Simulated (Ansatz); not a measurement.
# Geometry relaxation of W₁₇S₃₁ (part 1 of 3)

System: W₁₇S₃₁ (defect cell, 48 atoms in the cell).
Method: DFT PBE+D3(BJ), scalar-relativistic, plane waves, PAW (Ansatz 0.2.0).

The structure derives from a Materials Project entry. The run did not end well. It belongs to a series of runs on one base structure; here: W on a S site (i), charge +0, atoms relaxed at the host's cell.

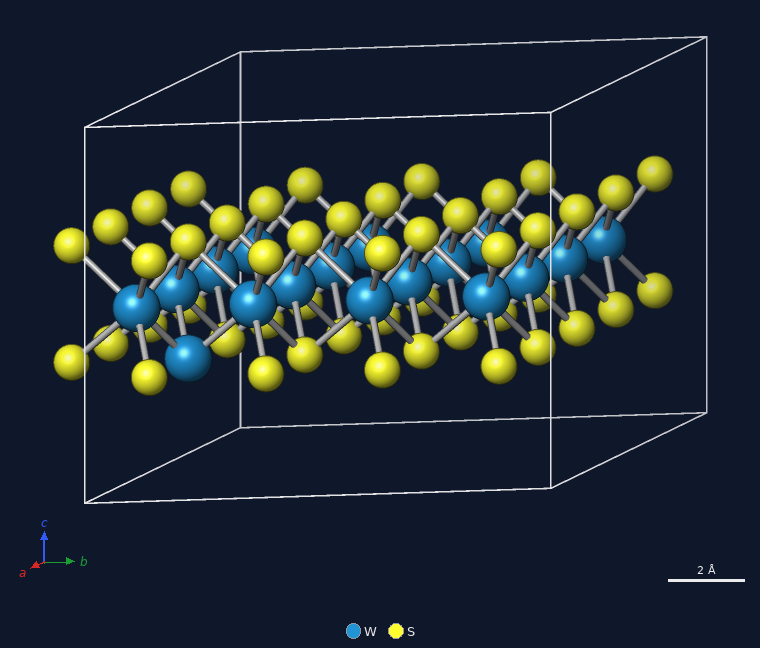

Fig. 1: The starting structure (ball-and-stick view of the cell of the calculation, with the vacuum cut short, seen slightly off an axis; bonded neighbours outside the cell are drawn too). Near neighbours in the crystal (not all of them lie inside the picture): W has 5 S at 2.41 Å and 1 W at 2.41 Å; W has 6 S at 2.41 Å; W has 3 W at 2.41 Å; S has 3 W at 2.41 Å.

### Input
```yaml
crystal:
  lattice:
    - [6.3194333852, -10.9455796982, 0.0]
    - [6.3194333852, 10.9455796982, 0.0]
    - [0.0, 0.0, 16.9394671916]
  atoms:
    - { symbol: W, position: [0.6666666667, 0.0833333333, 0.0] }
    - { symbol: W, position: [0.4166666667, 0.0833333333, 0.0] }
    - { symbol: W, position: [0.1666666667, 0.0833333333, 0.0] }
    - { symbol: W, position: [0.9166666667, 0.0833333333, 0.0] }
    - { symbol: W, position: [0.6666666667, 0.3333333333, 0.0] }
    - { symbol: W, position: [0.4166666667, 0.3333333333, 0.0] }
    - { symbol: W, position: [0.1666666667, 0.3333333333, 0.0] }
    - { symbol: W, position: [0.9166666667, 0.3333333333, 0.0] }
    - { symbol: W, position: [0.6666666667, 0.5833333333, 0.0] }
    - { symbol: W, position: [0.4166666667, 0.5833333333, 0.0] }
    - { symbol: W, position: [0.1666666667, 0.5833333333, 0.0] }
    - { symbol: W, position: [0.9166666667, 0.5833333333, 0.0] }
    - { symbol: W, position: [0.6666666667, 0.8333333333, 0.0] }
    - { symbol: W, position: [0.4166666667, 0.8333333333, 0.0] }
    - { symbol: W, position: [0.1666666667, 0.8333333333, 0.0] }
    - { symbol: W, position: [0.9166666667, 0.8333333333, 0.0] }
    - { symbol: W, position: [0.8333333333, 0.1666666667, 0.9069626205] }
    - { symbol: S, position: [0.5833333333, 0.1666666667, 0.9069626205] }
    - { symbol: S, position: [0.3333333333, 0.1666666667, 0.9069626205] }
    - { symbol: S, position: [0.0833333333, 0.1666666667, 0.9069626205] }
    - { symbol: S, position: [0.8333333333, 0.4166666667, 0.9069626205] }
    - { symbol: S, position: [0.5833333333, 0.4166666667, 0.9069626205] }
    - { symbol: S, position: [0.3333333333, 0.4166666667, 0.9069626205] }
    - { symbol: S, position: [0.0833333333, 0.4166666667, 0.9069626205] }
    - { symbol: S, position: [0.8333333333, 0.6666666667, 0.9069626205] }
    - { symbol: S, position: [0.5833333333, 0.6666666667, 0.9069626205] }
    - { symbol: S, position: [0.3333333333, 0.6666666667, 0.9069626205] }
    - { symbol: S, position: [0.0833333333, 0.6666666667, 0.9069626205] }
    - { symbol: S, position: [0.8333333333, 0.9166666667, 0.9069626205] }
    - { symbol: S, position: [0.5833333333, 0.9166666667, 0.9069626205] }
    - { symbol: S, position: [0.3333333333, 0.9166666667, 0.9069626205] }
    - { symbol: S, position: [0.0833333333, 0.9166666667, 0.9069626205] }
    - { symbol: S, position: [0.8333333333, 0.1666666667, 0.0930373795] }
    - { symbol: S, position: [0.5833333333, 0.1666666667, 0.0930373795] }
    - { symbol: S, position: [0.3333333333, 0.1666666667, 0.0930373795] }
    - { symbol: S, position: [0.0833333333, 0.1666666667, 0.0930373795] }
    - { symbol: S, position: [0.8333333333, 0.4166666667, 0.0930373795] }
    - { symbol: S, position: [0.5833333333, 0.4166666667, 0.0930373795] }
    - { symbol: S, position: [0.3333333333, 0.4166666667, 0.0930373795] }
    - { symbol: S, position: [0.0833333333, 0.4166666667, 0.0930373795] }
    - { symbol: S, position: [0.8333333333, 0.6666666667, 0.0930373795] }
    - { symbol: S, position: [0.5833333333, 0.6666666667, 0.0930373795] }
    - { symbol: S, position: [0.3333333333, 0.6666666667, 0.0930373795] }
    - { symbol: S, position: [0.0833333333, 0.6666666667, 0.0930373795] }
    - { symbol: S, position: [0.8333333333, 0.9166666667, 0.0930373795] }
    - { symbol: S, position: [0.5833333333, 0.9166666667, 0.0930373795] }
    - { symbol: S, position: [0.3333333333, 0.9166666667, 0.0930373795] }
    - { symbol: S, position: [0.0833333333, 0.9166666667, 0.0930373795] }
  host:
    lattice:
      - [3.1597166926, 0.0, 0.0]
      - [-1.5798583463, 2.7363949246, 0.0]
      - [0.0, 0.0, 16.9394671916]
    atoms:
      - { symbol: W, position: [0.3333333333, 0.6666666667, 0.0] }
      - { symbol: S, position: [0.6666666667, 0.3333333333, 0.9069626205] }
      - { symbol: S, position: [0.6666666667, 0.3333333333, 0.0930373795] }
basis:
  ecutwfc: 420
  xc_grid: 2
kpoints:
  mp_grid: { grid: [2, 2, 2], shift: [0.0, 0.0, 0.0] }
hamiltonian:
  xc: pbe
  dispersion: d3bj
scf:
  occupations: { method: gaussian, width: 0.01 }
output:
  forces: true
  stress: false
  eigenvalues: true
  charged_corrections:
    defect_position: [0.83333333, 0.16666667, 0.90696262]
    epsilon: [[5.6101, 0.0, 0.0], [0.0, 5.6101, 0.0], [0.0, 0.0, 1.4325]]
  write_density: true
  write_potential: true
  elf: true
  volumetric_format: npy
relax:
  adjacent_minimum: "off"
  f_tol: 0.025
  max_steps: 45
```

Machine: 4 threads of Arm Neoverse V1, 24 GiB of memory available, shared host.

Command:
```bash
ansatz run input.yaml --threads 4 --pin off --max-ram 6144MiB --backend cpu --events-out ev --progress --plain --runs-dir out
```

### What the program printed
```
Engine: ansatz 0.2.0, aarch64-unknown-linux-gnu
Pseudopotentials: kind: paw
Pseudopotential: W, paw, valence charge 14, recommended cutoff 420 eV (normal), W.paw.azcp
Pseudopotential: S, paw, valence charge 6, recommended cutoff 420 eV (normal), S.paw.azcp
Functional definition: PBE
  parameter kappa = 0.804
  parameter beta = 0.06672455060314922
  exchange = pbe_x(kappa = kappa, mu = beta*pi^2/3)
  correlation = pbe_c(beta = beta)
Crystal: 48 atoms, lattice volume = 2343.401 Å³
Basis set: ecut = 420 eV, 45813 PW (Γ), exchange–correlation on 180×180×240 points (8 copies of the dense FFT grid, shifted against one another)
Bands: 260, of which v1, the nominal top of the filled ones, is band 212 counted from 1 (211 counted from 0)
Symmetry: 6 space group operations
Space group: P3m1 (ITA 156), of the structure as read, at distance tolerance 1.3e-4 Å
k-points: 4 of 8
Non-local potential: W, projectors of the file, l = 0: 3, l = 1: 2, l = 2: 2, l = 3: 1
Non-local potential: S, projectors of the file, l = 0: 2, l = 1: 2, l = 2: 2
PAW form: soft (Blöchl's): semilocal exchange-correlation on the pseudo side does not see the compensation charge
PAW one-centre angular grid: W, 590 points (default); XC on 64 Gauss nodes
PAW one-centre angular grid: S, 110 points (default); XC on 64 Gauss nodes
Initial density: superposition of atomic densities (neutral atoms: chi_scale 0, normalization atom), corrected by the library's trained network
Initial wavefunctions: pseudopotential atomic-orbital guess
Functional: x = pbe(κ = 0.804, μ = 0.2195149727645171), c = pbe(β = 0.06672455060314922)
SCF iter   1: F=—  HF=-204552.977604 eV  |F-HF|=—  |Δ(HF+E_count)|=         —  Δρ=6.31e-3  dr2=1.00e0  ethr=1.77e-3  ⟨swp⟩=9.0  Hψ=5034  notcnv=0  defer=133
preconditioner: auto → Resta (q_TF=auto, 2.052 Å⁻¹)  ε∞=3.5  [insulator: Δε(μ)=0.046 eV  Ē_g=8.155 eV  σ=0.010 eV  W_gap=1.00  n_scr=328 (ndim 8)  ℏωp=13.0 eV  f_vac=0.605  D(μ)=0.88/eV (n_scr^D=0)  ε∞_Penn≈3.5  vacuum switching on, ρ_ref=4.8e-3 e/Å³]
SCF iter   2: F=—  HF=-204553.065743 eV  |F-HF|=—  |Δ(HF+E_count)|=   8.81e-2  Δρ=4.65e-3  dr2=1.16e0  ethr=2.36e-4  ⟨swp⟩=3.0  Hψ=2038  notcnv=0  defer=162
preconditioner: auto → LDOS  [insulator: Δε(μ)=0.031 eV  Ē_g=8.202 eV  σ=0.010 eV  W_gap=0.97  n_scr=328 (ndim 8)  ℏωp=13.0 eV  f_vac=0.606  D(μ)=8.61/eV (n_scr^D=22)  ε∞_Penn≈3.5  β→1.0]
SCF iter   3: F=—  HF=-204552.982200 eV  |F-HF|=—  |Δ(HF+E_count)|=   8.35e-2  Δρ=1.35e-3  dr2=7.58e-2  ethr=2.36e-4  ⟨swp⟩=4.0  Hψ=1124  notcnv=0  defer=162
SCF iter   4: F=—  HF=-204552.983528 eV  |F-HF|=—  |Δ(HF+E_count)|=   1.33e-3  Δρ=7.25e-4  dr2=1.32e-2  ethr=1.79e-5  ⟨swp⟩=3.5  Hψ=1588  notcnv=0  defer=162
SCF iter   5: F=—  HF=-204552.984872 eV  |F-HF|=—  |Δ(HF+E_count)|=   1.34e-3  Δρ=7.23e-4  dr2=1.34e-2  ethr=3.11e-6  ⟨swp⟩=2.0  Hψ=1530  notcnv=0  defer=162
SCF iter   6: F=—  HF=-204552.985630 eV  |F-HF|=—  |Δ(HF+E_count)|=   7.58e-4  Δρ=1.05e-3  dr2=2.48e-2  ethr=3.11e-6  ⟨swp⟩=2.0  Hψ=1284  notcnv=0  defer=162
SCF iter   7: F=—  HF=-204552.984842 eV  |F-HF|=—  |Δ(HF+E_count)|=   7.88e-4  Δρ=4.70e-4  dr2=7.14e-3  ethr=3.11e-6  ⟨swp⟩=1.0  Hψ=878  notcnv=0  defer=162
SCF iter   8: F=—  HF=-204552.984592 eV  |F-HF|=—  |Δ(HF+E_count)|=   2.50e-4  Δρ=2.52e-4  dr2=2.79e-3  ethr=1.68e-6  ⟨swp⟩=1.0  Hψ=878  notcnv=0  defer=162
SCF iter   9: F=—  HF=-204552.984423 eV  |F-HF|=—  |Δ(HF+E_count)|=   1.69e-4  Δρ=2.04e-4  dr2=1.60e-3  ethr=6.57e-7  ⟨swp⟩=2.0  Hψ=886  notcnv=0  defer=162
SCF iter  10: F=—  HF=-204552.984308 eV  |F-HF|=—  |Δ(HF+E_count)|=   1.15e-4  Δρ=9.87e-5  dr2=5.55e-4  ethr=3.78e-7  ⟨swp⟩=2.0  Hψ=1268  notcnv=0  defer=162
SCF iter  11: F=—  HF=-204552.984274 eV  |F-HF|=—  |Δ(HF+E_count)|=   3.34e-5  Δρ=1.10e-4  dr2=3.94e-4  ethr=1.31e-7  ⟨swp⟩=2.0  Hψ=1374  notcnv=0  defer=162
SCF iter  12: F=—  HF=-204552.984271 eV  |F-HF|=—  |Δ(HF+E_count)|=   3.42e-6  Δρ=7.88e-5  dr2=2.70e-4  ethr=9.28e-8  ⟨swp⟩=2.0  Hψ=1270  notcnv=0  defer=162
SCF iter  13: F=—  HF=-204552.984259 eV  |F-HF|=—  |Δ(HF+E_count)|=   1.16e-5  Δρ=5.82e-5  dr2=1.13e-4  ethr=6.36e-8  ⟨swp⟩=2.0  Hψ=960  notcnv=0  defer=162
SCF iter  14: F=—  HF=-204552.984268 eV  |F-HF|=—  |Δ(HF+E_count)|=   8.24e-6  Δρ=2.58e-5  dr2=2.94e-5  ethr=2.68e-8  ⟨swp⟩=2.0  Hψ=1178  notcnv=0  defer=162
SCF iter  15: F=—  HF=-204552.984274 eV  |F-HF|=—  |Δ(HF+E_count)|=   5.99e-6  Δρ=2.42e-5  dr2=1.99e-5  ethr=3.69e-9  ⟨swp⟩=28.8  Hψ=11997  notcnv=0
SCF iter  16: F=-204552.984271 eV  HF=-204552.984274 eV  |F-HF|=3.32e-6  |Δ(HF+E_count)|=   3.84e-7  Δρ=1.18e-5  dr2=7.13e-6  ethr=3.69e-9  ⟨swp⟩=13.5  Hψ=8611  notcnv=0
SCF 1 converged in 16 iterations: F = -204552.984271 eV  dr2 = 7.13e-6
  greatest PAW one-centre occupation: 1.000 electrons in one spin orbital (limit 2), on the W atom at site 9 (counted from 0), in its partial waves of l = 0
relax step   1: F+E_penalty+E_count = -204552.98427062 eV  Δ(F+E_penalty+E_count) = +0.000e0 eV  max|allowed force component| = 4.206e0 eV/Å  Δτ_max = 0.0000 Å  (16 SCF iters, dr2 threshold 1.56e-5 eV, accepted)
Initial density: handed on by an earlier stage of this run
Initial wavefunctions: those handed on with the density
iter 1 solved again at ethr=2.02e-4 eV; its pass at ethr=3.10e-3 eV (dr2=8.58e-1 eV) is discarded
SCF iter   1: F=—  HF=-204553.627503 eV  |F-HF|=—  |Δ(HF+E_count)|=         —  Δρ=5.64e-3  dr2=8.49e-1  ethr=2.02e-4  ⟨swp⟩=2.0  Hψ=3080  notcnv=0  defer=162
preconditioner: auto → LDOS  [insulator: Δε(μ)=0.053 eV  Ē_g=8.147 eV  σ=0.010 eV  W_gap=0.67  n_scr=328 (ndim 8)  ℏωp=13.0 eV  f_vac=0.604  D(μ)=77.90/eV (n_scr^D=576)  ε∞_Penn≈3.6  β→1.0]
SCF iter   2: F=—  HF=-204553.639981 eV  |F-HF|=—  |Δ(HF+E_count)|=   1.25e-2  Δρ=9.93e-3  dr2=1.64e0  ethr=2.00e-4  ⟨swp⟩=4.5  Hψ=2028  notcnv=0  defer=162
SCF iter   3: F=—  HF=-204553.510539 eV  |F-HF|=—  |Δ(HF+E_count)|=   1.29e-1  Δρ=1.92e-3  dr2=1.31e-1  ethr=2.00e-4  ⟨swp⟩=3.5  Hψ=1878  notcnv=0  defer=162
SCF iter   4: F=—  HF=-204553.505201 eV  |F-HF|=—  |Δ(HF+E_count)|=   5.34e-3  Δρ=1.50e-3  dr2=6.90e-2  ethr=3.09e-5  ⟨swp⟩=3.0  Hψ=1709  notcnv=0  defer=162
SCF iter   5: F=—  HF=-204553.501102 eV  |F-HF|=—  |Δ(HF+E_count)|=   4.10e-3  Δρ=8.03e-4  dr2=2.66e-2  ethr=1.63e-5  ⟨swp⟩=3.0  Hψ=1041  notcnv=0  defer=162
SCF iter   6: F=—  HF=-204553.503640 eV  |F-HF|=—  |Δ(HF+E_count)|=   2.54e-3  Δρ=7.34e-4  dr2=3.96e-2  ethr=6.28e-6  ⟨swp⟩=3.2  Hψ=1433  notcnv=0  defer=162
SCF iter   7: F=—  HF=-204553.501120 eV  |F-HF|=—  |Δ(HF+E_count)|=   2.52e-3  Δρ=5.08e-4  dr2=1.59e-2  ethr=6.28e-6  ⟨swp⟩=3.0  Hψ=1368  notcnv=0  defer=162
SCF iter   8: F=—  HF=-204553.500473 eV  |F-HF|=—  |Δ(HF+E_count)|=   6.47e-4  Δρ=3.94e-4  dr2=1.09e-2  ethr=3.76e-6  ⟨swp⟩=2.0  Hψ=1287  notcnv=0  defer=162
SCF iter   9: F=—  HF=-204553.500243 eV  |F-HF|=—  |Δ(HF+E_count)|=   2.31e-4  Δρ=3.33e-4  dr2=6.57e-3  ethr=2.56e-6  ⟨swp⟩=2.0  Hψ=1066  notcnv=0  defer=162
SCF iter  10: F=—  HF=-204553.499903 eV  |F-HF|=—  |Δ(HF+E_count)|=   3.40e-4  Δρ=2.08e-4  dr2=3.12e-3  ethr=1.55e-6  ⟨swp⟩=2.0  Hψ=1325  notcnv=0  defer=162
SCF iter  11: F=—  HF=-204553.499736 eV  |F-HF|=—  |Δ(HF+E_count)|=   1.67e-4  Δρ=1.63e-4  dr2=1.38e-3  ethr=7.36e-7  ⟨swp⟩=2.0  Hψ=1196  notcnv=0  defer=162
SCF iter  12: F=—  HF=-204553.499667 eV  |F-HF|=—  |Δ(HF+E_count)|=   6.85e-5  Δρ=1.00e-4  dr2=5.50e-4  ethr=3.26e-7  ⟨swp⟩=2.0  Hψ=1194  notcnv=0  defer=162
SCF iter  13: F=—  HF=-204553.499682 eV  |F-HF|=—  |Δ(HF+E_count)|=   1.47e-5  Δρ=8.81e-5  dr2=2.47e-4  ethr=1.30e-7  ⟨swp⟩=2.5  Hψ=1203  notcnv=0  defer=162
SCF iter  14: F=-204553.499641 eV  HF=-204553.499681 eV  |F-HF|=4.03e-5  |Δ(HF+E_count)|=   4.28e-7  Δρ=4.05e-5  dr2=7.09e-5  ethr=2.36e-8  ⟨swp⟩=26.0  Hψ=12851  notcnv=0
SCF 2 converged in 14 iterations: F = -204553.499641 eV  dr2 = 7.09e-5
  greatest PAW one-centre occupation: 1.000 electrons in one spin orbital (limit 2), on the W atom at site 14 (counted from 0), in its partial waves of l = 0
relax step   2: F+E_penalty+E_count = -204553.49964108 eV  Δ(F+E_penalty+E_count) = -5.154e-1 eV  max|allowed force component| = 5.351e-1 eV/Å  Δτ_max = 0.1964 Å  (14 SCF iters, dr2 threshold 1.00e-4 eV, accepted)
iter 1 solved again at ethr=4.84e-5 eV; its pass at ethr=3.10e-3 eV (dr2=2.05e-1 eV) is discarded
```
